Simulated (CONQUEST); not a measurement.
# Energy of Re along an even scaling of the cell

System: Re (P6₃/mmc, 4 atoms in the cell).
Method: Kohn-Sham DFT of a periodic cell, PBE, PseudoDojo NC PBE, no spin polarisation (CONQUEST 1.3).

The 7 runs differ only in the geometry, by an even scaling of the cell at fixed fractional positions. The structure derives from an entry of the Crystallography Open Database.

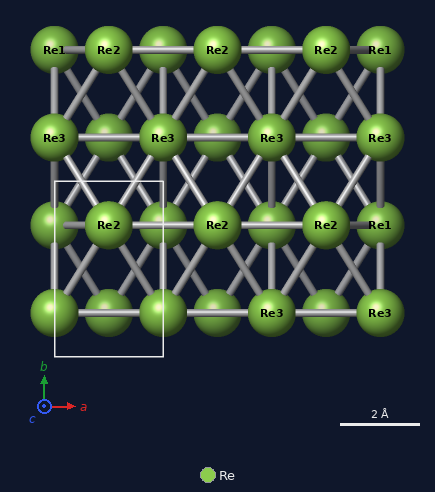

Figure 1. The structure of run 4 (ball-and-stick view of the cell of the calculation, repeated 3 × 2 × 1, along the c axis; atoms are numbered from 1 in the order of the input).

**Input of run 4**
```
IO.Title Re
IO.Coordinates coords.dat
IO.FractionalAtomicCoords T
IO.Iprint 2
IO.Iprint_init 1
General.NumberOfSpecies 1
General.PseudopotentialType hamann
AtomMove.TypeOfRun static
AtomMove.FullStress T
Grid.PointsAlongX 32
Grid.PointsAlongY 48
Grid.PointsAlongZ 48
DM.SolutionMethod diagon
Diag.MPMesh T
Diag.GammaCentred T
Diag.MPMeshX 6
Diag.MPMeshY 4
Diag.MPMeshZ 4
Diag.kT 0.00183747
minE.SCTolerance 1e-6
SC.MaxIters 100
IO.AtomChargeOutput T
%block ChemicalSpeciesLabel
1 186.210 Re
%endblock
```

Command:
```bash
Conquest
```

Lattice vectors (Å) and fractional positions of run 4:
```
   2.760800    0.000000    0.000000
   0.000000    4.458200    0.000000
   0.000000    0.000000    4.781846
Re  0.000000  0.750000  0.333333
Re  0.500000  0.750000  0.833333
Re  0.000000  0.250000  0.666667
Re  0.500000  0.250000  0.166667
```

Run 6 has the same physical settings and fractional positions; its lattice vectors (Å) are:
```
   2.797130    0.000000    0.000000
   0.000000    4.516867    0.000000
   0.000000    0.000000    4.844772
```

**Results, with one run withheld**

```csv
run,volume per atom (Å³),"free energy per atom, from the lowest run given (meV)",pressure (GPa)
1,13.831,149.75,40.46
2,14.125,85.59,29.67
3,14.420,40.53,19.63
4,14.714,12.69,10.97
5,15.008,0.00,2.94
6,15.303,?,?
7,15.597,14.15,−10.35
```

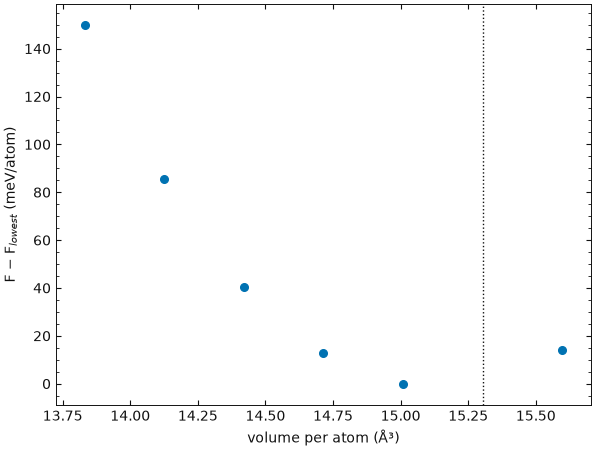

Figure 2. Free energy per atom of the runs given; the dotted line marks run 6.

Estimate the energy of run 6 from the others.

A cubic polynomial in V^(−2/3) (the Birch–Murnaghan form), fitted to the 6 runs given, misses them by at most 0.03 meV per atom. With x = V^(−2/3) − 0.16743 Å⁻², it reads F = 21.865 + 11641 x + 1.4875e+06 x² + 3.6768e+06 x³ (meV per atom). At run 6 it gives 1.01 meV per atom, and the run itself gives 0.97. The slope of the fit gives a pressure −dF/dV of −3.98 GPa there, and the run prints −4.11 GPa. The two needn't agree exactly: the fit is approximate, and the printed stress is taken on a finite basis. The fit has its minimum at 15.132 Å³ per atom, where V d²F/dV² gives 363 GPa. Cell shape and fractional positions are held, so this is the stiffness under even scaling; the relaxed bulk modulus wasn't computed.

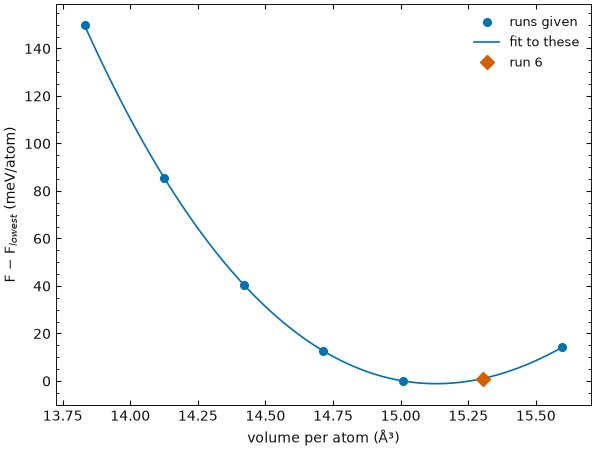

Figure 3. The fit and the withheld run.

**Some lines of the output (run 6)**
```
[...]
          DFT Total Energy                 :      -347.105061263716721 Ha
          Free Energy (E-TS)               :      -347.128320926236995 Ha
          DFT Total Energy                 :      -347.125641055387177 Ha
          Free Energy (E-TS)               :      -347.127531088652802 Ha
          DFT Total Energy                 :      -347.126136463655598 Ha
          Free Energy (E-TS)               :      -347.127524600342554 Ha
          DFT Total Energy                 :      -347.126139805409196 Ha
          Free Energy (E-TS)               :      -347.127524217312327 Ha
          DFT Total Energy                 :      -347.126138947075731 Ha
          Free Energy (E-TS)               :      -347.127524978753115 Ha
          DFT Total Energy                 :      -347.126139925791620 Ha
      | Free Energy as E-TS      =      -347.127524978753115 Ha
      |* DFT total energy        =      -347.126139925791620 Ha
    force: Average pressure:     -4.10886080 GPa
```

Notes: Spin–orbit coupling is left out, which matters for Re. With a small basis of atomic orbitals these values can differ much from converged plane-wave results.
